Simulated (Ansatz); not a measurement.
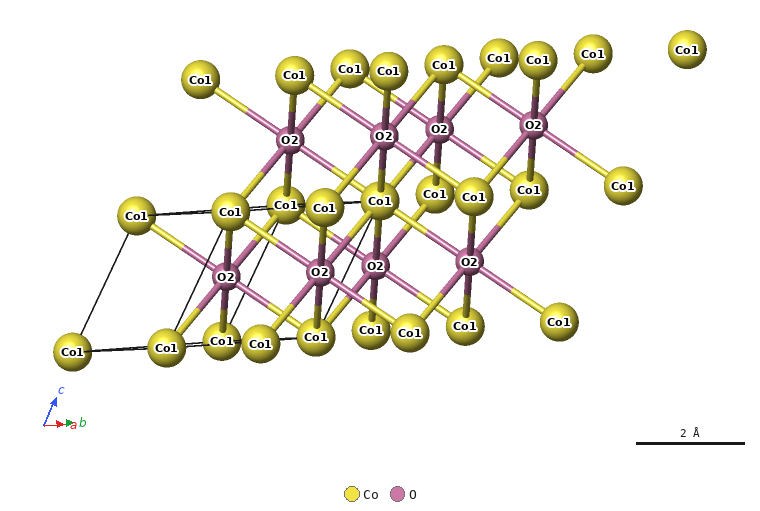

The structure (ball-and-stick view of the reduced cell, repeated 2 × 2 × 2, seen at an oblique angle; atoms are numbered from 1 in the order of the input). An atom can appear more than once, as a periodic image. Near neighbours in the periodic cell (some may lie outside the picture): Co has 6 O at 2.08 Å; O has 6 Co at 2.08 Å.

# Two runs on CoO

System: CoO (R-3m, 2 atoms in the cell).
Method of run A: DFT, RPBE, plane waves, PAW, spin-polarised (Ansatz 0.2.0).

The structure derives from an entry of the Crystallography Open Database. Text and figures count atoms from 1; the logs count them from 0 in places.

## Input, run A
```yaml
crystal:
  lattice:
    - [3.0358717159, -5.5e-09, -0.0002390726]
    - [-1.5179358626, 2.6291420367, 0.0]
    - [1.5177530802, 0.8762751494, 2.2344990563]
  atoms:
    - { symbol: Co, position: [0.0, 0.0, 0.0], spin: 2.51 }
    - { symbol: O, position: [0.0, 0.5, 0.5], spin: 0.3 }
kpoints:
  mp_grid: { grid: [12, 12, 15] }
hamiltonian:
  xc: rpbe
scf:
  occupations: { method: gaussian, width: 0.1 }
output:
  forces: true
  eigenvalues: true
  stress: true
magnetization:
  spin_polarized: true
```

Command:
```bash
ansatz run input.yaml --threads 2 --pin off --max-ram 5120MiB --backend cpu --events-out ev --progress --plain --runs-dir out
```

Hardware: 2 threads of AMD EPYC (Zen 3), 189 GiB of memory available, shared host.

## Output, shortened to warnings, some set-up lines, iterations and results (run A)
```
Basis set: ecut = 420 eV, 337 PW (Γ), exchange–correlation on 48×48×40 points (8 copies of the dense FFT grid, shifted against one another)
Symmetry: 4 space group operations
k-points: 589 of 2160
Initial density: superposition of atomic densities (chi_scale 0.1, normalization cell, long waves kept (reshape's long-wave potential 0.00 eV rms))
[...]
SCF iter   1: F=—  HF=-5697.007184 eV  |F-HF|=—  |Δ(HF+E_count)|=         —  Δρ=1.78e-1 (↑8.30e-2 ↓1.78e-1)  dr2=7.92e0  dr2_m=7.49e-1  M=1.831 μB ∫|m|=1.831 μB  β_m=0.30  …
SCF iter   2: F=—  HF=-5697.209655 eV  |F-HF|=—  |Δ(HF+E_count)|=   2.02e-1  Δρ=6.85e-2 (↑3.69e-2 ↓6.85e-2)  dr2=1.55e0  dr2_m=9.86e-2  M=2.104 μB ∫|m|=2.105 μB  β_m=0.39  …
SCF iter   3: F=—  HF=-5697.845357 eV  |F-HF|=—  |Δ(HF+E_count)|=   6.36e-1  Δρ=3.74e-2 (↑2.37e-2 ↓3.74e-2)  dr2=1.01e-1  dr2_m=8.55e-2  M=2.411 μB ∫|m|=2.415 μB  β_m=0.55  …
SCF iter   4: F=—  HF=-5698.475540 eV  |F-HF|=—  |Δ(HF+E_count)|=   6.30e-1  Δρ=4.74e-2 (↑1.45e-2 ↓4.74e-2)  dr2=1.77e-1  dr2_m=1.21e-1  M=2.588 μB ∫|m|=2.597 μB  β_m=0.77  …
SCF iter   5: F=—  HF=-5698.668230 eV  |F-HF|=—  |Δ(HF+E_count)|=   1.93e-1  Δρ=2.05e-2 (↑2.01e-2 ↓2.05e-2)  dr2=7.21e-2  dr2_m=4.82e-2  M=2.712 μB ∫|m|=2.725 μB  β_m=0.79  …
SCF iter   6: F=—  HF=-5698.687898 eV  |F-HF|=—  |Δ(HF+E_count)|=   1.97e-2  Δρ=1.30e-2 (↑4.74e-3 ↓1.30e-2)  dr2=1.33e-2  dr2_m=1.10e-2  M=2.693 μB ∫|m|=2.711 μB  β_m=0.79  …
SCF iter   7: F=—  HF=-5698.691061 eV  |F-HF|=—  |Δ(HF+E_count)|=   3.16e-3  Δρ=6.27e-3 (↑1.61e-3 ↓6.27e-3)  dr2=4.53e-3  dr2_m=1.81e-3  M=2.673 μB ∫|m|=2.690 μB  β_m=0.87  …
SCF iter   8: F=—  HF=-5698.690806 eV  |F-HF|=—  |Δ(HF+E_count)|=   2.55e-4  Δρ=4.68e-4 (↑3.30e-4 ↓4.68e-4)  dr2=4.20e-6  dr2_m=2.04e-5  M=2.676 μB ∫|m|=2.693 μB  β_m=0.94  …
SCF iter   9: F=—  HF=-5698.690866 eV  |F-HF|=—  |Δ(HF+E_count)|=   5.95e-5  Δρ=5.89e-4 (↑4.32e-4 ↓5.89e-4)  dr2=1.00e-5  dr2_m=3.80e-5  M=2.680 μB ∫|m|=2.697 μB  β_m=0.94  …
SCF iter  10: F=—  HF=-5698.690873 eV  |F-HF|=—  |Δ(HF+E_count)|=   7.16e-6  Δρ=9.72e-4 (↑7.51e-4 ↓9.72e-4)  dr2=3.82e-5  dr2_m=1.09e-4  M=2.685 μB ∫|m|=2.702 μB  β_m=0.81  …
SCF iter  11: F=—  HF=-5698.690875 eV  |F-HF|=—  |Δ(HF+E_count)|=   1.62e-6  Δρ=2.06e-4 (↑1.04e-4 ↓2.06e-4)  dr2=1.42e-6  dr2_m=3.51e-6  M=2.682 μB ∫|m|=2.699 μB  β_m=0.90  …
SCF iter  12: F=—  HF=-5698.690876 eV  |F-HF|=—  |Δ(HF+E_count)|=   1.44e-6  Δρ=1.92e-5 (↑6.36e-6 ↓1.92e-5)  dr2=4.92e-8  dr2_m=1.50e-8  M=2.682 μB ∫|m|=2.699 μB  β_m=0.88  …
SCF iter  13: F=-5698.690876 eV  HF=-5698.690876 eV  |F-HF|=1.60e-8  |Δ(HF+E_count)|=   1.25e-8  Δρ=1.35e-5 (↑8.26e-6 ↓1.35e-5)  dr2=2.04e-8  dr2_m=1.51e-8  M=2.682 μB …
SCF 1 converged in 13 iterations: F = -5698.690876 eV  dr2 = 2.04e-8
SCF converged after 13 iterations
Magnetization: 2.6824 μB (12.8412 up, 10.1588 down)
Absolute magnetization: 2.6995 μB (∫|ρ↑−ρ↓|, with the PAW one-centre terms)
Spin contamination: 0.0122 ħ² per cell (⟨S²⟩ above its minimum at these occupations)
Per-site moments (μB) at R_I (Å): [(2.3094089673272897, 0.8573883626589875), (0.2588880353864486, 0.8573883626589875)]
Free energy (F): -5698.690876 eV
Harris-Foulkes:  -5698.690876 eV  (|F-HF|=1.60e-8)
Internal energy: -5698.674318 eV  (E = F + TS)
E sigma→0 (E₀):  -5698.682597 eV
Entropy (-TS):   -0.016558 eV (-8.279 meV/atom)
Fermi energy:    15.641604 eV
--- Per-component energies (eV) ---
  E_band       = -269.983412
  E_kinetic    = 621.256046
  E_local      = -3312.066032  (includes V_loc(G=0)·N_el)
  E_nonlocal   = 513.311614
  E_hartree    = 1366.084102
  E_xc         = -230.229071
  E_vxc        = -295.386073  (∫ρ·V_xc dr)
  E_paw        = -1683.972183  (= ΣΔE_a)
  E_vpaw       = -529.273633  (= ΣTr[D̂ρ^β])
  E_aug_tail   = 0.002467  (compensation charges beyond the density's cutoff)
  E_ewald      = -2972.994040
  E_core_change = -0.067221  (= ΣΔE_core)
  E_smearing   = -0.016558  (= −TS)
  E_closure    = -0.000000  (closes the sum)
  Σ components = -5698.690876   (vs F -5698.690876, Δ=0.00e0)
--- Forces (eV/Å), atoms counted from 1 ---
  atom   1  Co     0.00000000     0.00000000     0.00000000
  atom   2  O      0.00000000     0.00000000     0.00000000
  max |Σ_I F_I| component: 0.00e0 eV/Å
--- Stress (GPa, compression-positive) ---
       18.950462       0.003475       0.005094
        0.003475      18.946450       0.002941
        0.005068       0.002926      16.854685
  P = ⅓ Tr σ = 18.2505 GPa (182.505 kbar)
```

The input of run B differs as follows (lines with − go, lines with + come):
```diff
+basis:
+  ecutwfc: 420
-  xc: rpbe
+  xc: pbesol
+  populations: true
```

Predict how the results change.

The total energies belong to different methods, so their difference says nothing on which is more stable or more accurate. The pressure goes from 18.25 to 0.89 GPa. The functional changes from RPBE to PBEsol. The SCF takes 12 iterations against 13.

## Output, shortened to warnings, some set-up lines, iterations and results (run B)
```
Basis set: ecut = 420 eV, 337 PW (Γ), exchange–correlation on 48×48×40 points (8 copies of the dense FFT grid, shifted against one another)
Symmetry: 4 space group operations
k-points: 589 of 2160
Initial density: superposition of atomic densities (chi_scale 0.1, normalization cell, long waves kept (reshape's long-wave potential 0.00 eV rms))
[...]
SCF iter   1: F=—  HF=-5650.835409 eV  |F-HF|=—  |Δ(HF+E_count)|=         —  Δρ=1.78e-1 (↑8.27e-2 ↓1.78e-1)  dr2=7.62e0  dr2_m=8.90e-1  M=1.772 μB ∫|m|=1.772 μB  β_m=0.30  …
SCF iter   2: F=—  HF=-5651.016779 eV  |F-HF|=—  |Δ(HF+E_count)|=   1.81e-1  Δρ=7.23e-2 (↑3.86e-2 ↓7.23e-2)  dr2=1.60e0  dr2_m=1.52e-1  M=2.016 μB ∫|m|=2.017 μB  β_m=0.40  …
SCF iter   3: F=—  HF=-5651.571778 eV  |F-HF|=—  |Δ(HF+E_count)|=   5.55e-1  Δρ=3.51e-2 (↑2.47e-2 ↓3.51e-2)  dr2=8.80e-2  dr2_m=8.69e-2  M=2.370 μB ∫|m|=2.374 μB  β_m=0.50  …
SCF iter   4: F=—  HF=-5652.050349 eV  |F-HF|=—  |Δ(HF+E_count)|=   4.79e-1  Δρ=4.65e-2 (↑1.74e-2 ↓4.65e-2)  dr2=1.70e-1  dr2_m=1.25e-1  M=2.533 μB ∫|m|=2.540 μB  β_m=0.75  …
SCF iter   5: F=—  HF=-5652.280559 eV  |F-HF|=—  |Δ(HF+E_count)|=   2.30e-1  Δρ=2.32e-2 (↑2.32e-2 ↓1.96e-2)  dr2=6.31e-2  dr2_m=5.82e-2  M=2.683 μB ∫|m|=2.694 μB  β_m=0.78  …
SCF iter   6: F=—  HF=-5652.306559 eV  |F-HF|=—  |Δ(HF+E_count)|=   2.60e-2  Δρ=1.27e-2 (↑2.73e-3 ↓1.27e-2)  dr2=1.92e-2  dr2_m=6.60e-3  M=2.684 μB ∫|m|=2.699 μB  β_m=0.84  …
SCF iter   7: F=—  HF=-5652.308502 eV  |F-HF|=—  |Δ(HF+E_count)|=   1.94e-3  Δρ=3.46e-3 (↑1.41e-3 ↓3.46e-3)  dr2=2.53e-3  dr2_m=1.95e-4  M=2.673 μB ∫|m|=2.688 μB  β_m=0.76  …
SCF iter   8: F=—  HF=-5652.308334 eV  |F-HF|=—  |Δ(HF+E_count)|=   1.67e-4  Δρ=5.77e-4 (↑5.77e-4 ↓4.54e-4)  dr2=3.06e-6  dr2_m=4.12e-5  M=2.679 μB ∫|m|=2.693 μB  β_m=0.88  …
SCF iter   9: F=—  HF=-5652.308341 eV  |F-HF|=—  |Δ(HF+E_count)|=   6.96e-6  Δρ=2.28e-4 (↑8.96e-5 ↓2.28e-4)  dr2=3.30e-6  dr2_m=3.82e-6  M=2.678 μB ∫|m|=2.693 μB  β_m=0.84  …
SCF iter  10: F=—  HF=-5652.308341 eV  |F-HF|=—  |Δ(HF+E_count)|=   3.25e-7  Δρ=6.42e-5 (↑4.12e-5 ↓6.42e-5)  dr2=1.88e-7  dr2_m=4.11e-7  M=2.678 μB ∫|m|=2.693 μB  β_m=0.92  …
SCF iter  11: F=—  HF=-5652.308341 eV  |F-HF|=—  |Δ(HF+E_count)|=   3.88e-8  Δρ=6.16e-6 (↑1.56e-6 ↓6.16e-6)  dr2=2.08e-9  dr2_m=2.02e-9  M=2.679 μB ∫|m|=2.693 μB  β_m=0.95  …
SCF iter  12: F=-5652.308341 eV  HF=-5652.308341 eV  |F-HF|=3.38e-9  |Δ(HF+E_count)|=  1.25e-10  Δρ=5.51e-6 (↑2.11e-6 ↓5.51e-6)  dr2=4.09e-9  dr2_m=1.69e-9  M=2.679 μB …
SCF 1 converged in 12 iterations: F = -5652.308341 eV  dr2 = 4.09e-9
SCF converged after 12 iterations
Magnetization: 2.6786 μB (12.8393 up, 10.1607 down)
Absolute magnetization: 2.6932 μB (∫|ρ↑−ρ↓|, with the PAW one-centre terms)
Spin contamination: 0.0108 ħ² per cell (⟨S²⟩ above its minimum at these occupations)
Per-site moments (μB) at R_I (Å): [(2.285929415886216, 0.8573883626589875), (0.2765667082717858, 0.8573883626589875)]
Free energy (F): -5652.308341 eV
Harris-Foulkes:  -5652.308341 eV  (|F-HF|=3.38e-9)
Internal energy: -5652.291813 eV  (E = F + TS)
E sigma→0 (E₀):  -5652.300077 eV
Entropy (-TS):   -0.016528 eV (-8.264 meV/atom)
Fermi energy:    15.401214 eV
--- Per-component energies (eV) ---
  E_band       = -274.203163
  E_kinetic    = 620.080304
  E_local      = -3309.950382  (includes V_loc(G=0)·N_el)
  E_nonlocal   = 515.673639
  E_hartree    = 1360.425515
  E_xc         = -227.251329
  E_vxc        = -293.628733  (∫ρ·V_xc dr)
  E_paw        = -1638.501662  (= ΣΔE_a)
  E_vpaw       = -527.228717  (= ΣTr[D̂ρ^β])
  E_aug_tail   = 0.002436  (compensation charges beyond the density's cutoff)
  E_ewald      = -2972.994040
  E_core_change = 0.223707  (= ΣΔE_core)
  E_smearing   = -0.016528  (= −TS)
  E_closure    = -0.000000  (closes the sum)
  Σ components = -5652.308341   (vs F -5652.308341, Δ=0.00e0)
--- Forces (eV/Å), atoms counted from 1 ---
  atom   1  Co     0.00000000     0.00000000     0.00000000
  atom   2  O      0.00000000     0.00000000     0.00000000
  max |Σ_I F_I| component: 0.00e0 eV/Å
--- Stress (GPa, compression-positive) ---
        1.333154      -0.003458      -0.002761
       -0.003458       1.337148      -0.001594
       -0.002762      -0.001595      -0.011614
  P = ⅓ Tr σ = 0.8862 GPa (8.862 kbar)
--- Löwdin populations: 2 sites ---
  site symbol       q [e]    m [muB]
     0     Co     15.9646     2.3250
     1      O      6.9107     0.3588
  spilling = 0.005423 (of n_electrons = 23.000000)
```

## The two runs side by side

| quantity | run A | run B |
| --- | --- | --- |
| outcome | converged | converged |
| free energy per atom (eV) | −2849.3454 | −2826.1542 |
| energy per atom, smearing taken to zero (eV) | −2849.3413 | −2826.1500 |
| gap on the mesh (eV) | 0.00 | 0.00 |
| net moment of the cell (μB) | 2.68 | 2.68 |
| absolute moment of the cell (μB) | 2.70 | 2.69 |
| pressure (GPa) | 18.25 | 0.89 |
| largest force (eV/Å) | 0.000 | 0.000 |
| SCF iterations | 13 | 12 |
| irreducible k-points | 589 | 589 |
| plane waves at Γ | 337 | 337 |
| wall time (shared host) | 63 s | 59 s |

For run A: The cell is under a pressure of 18.3 GPa at this level, so it is not at its equilibrium volume.
